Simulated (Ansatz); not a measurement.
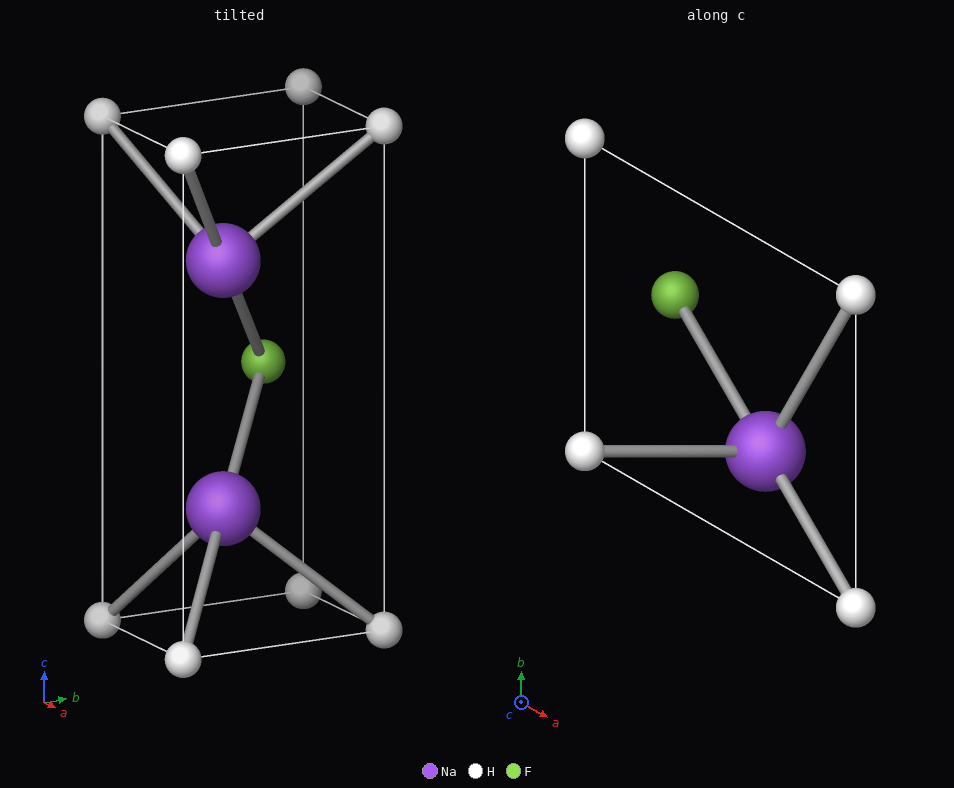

Ball-and-stick representation of a periodic structure, projected slightly off an axis and along the c axis. One conventional unit cell is framed, with atoms on its boundary repeated. Cell: a = 3.29 Å, b = 3.29 Å, c = 5.78 Å, α = 90.00°, β = 90.00°, γ = 120.00°.

Starting structure: a structure type filled with these elements by a generator (whether the compound takes this form wasn't checked). Earlier steps of the study may have refined or changed the cell and positions. It was the input of a calculation with Ansatz.

Describe the crystal.

Composition: Na2HF. Space group: P-6m2 (No. 187). Lattice: primitive hexagonal. Content of the cell: 2 Na, 1 H, 1 F (Z = 1). The Na atoms are each bonded to three H and three F in an octahedral arrangement (about 2.4 Å to H, 2.4 Å to F). Each H has six Na in a distorted trigonal prismatic arrangement at about 2.4 Å. F is coordinated by six Na in a distorted trigonal prismatic arrangement at about 2.4 Å. The bonds build a three-dimensional framework.

Computed with Ansatz 0.2.0, DFT LDA, scalar-relativistic, plane waves, PAW. Settings: a cutoff energy of 420 eV, k-points on a 9×9×4 grid, Gaussian smearing of 0.02 eV, no spin polarisation.

What is the band gap, if any?

A semiconductor at this level, with a gap of 2.72 eV, indirect.

Give the Bader charge of each element.

Na +0.83 e; H -0.77 e; F -0.89 e.

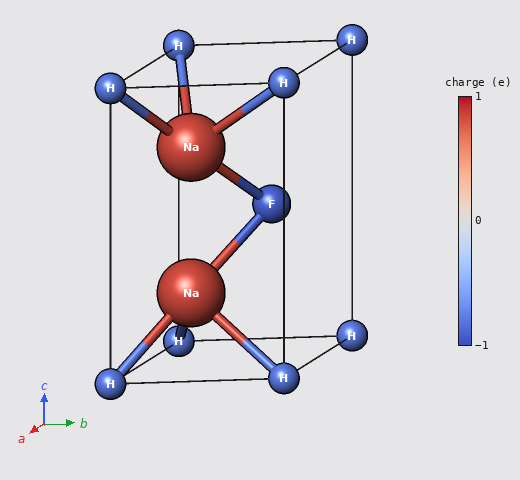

The atoms coloured by those charges. The run's cell of 4 atoms is drawn.

Is this an equilibrium geometry for the method given?

No. The largest force is 0.18 eV/Å, on Na. The pressure is -3.8 GPa, so the cell would contract.
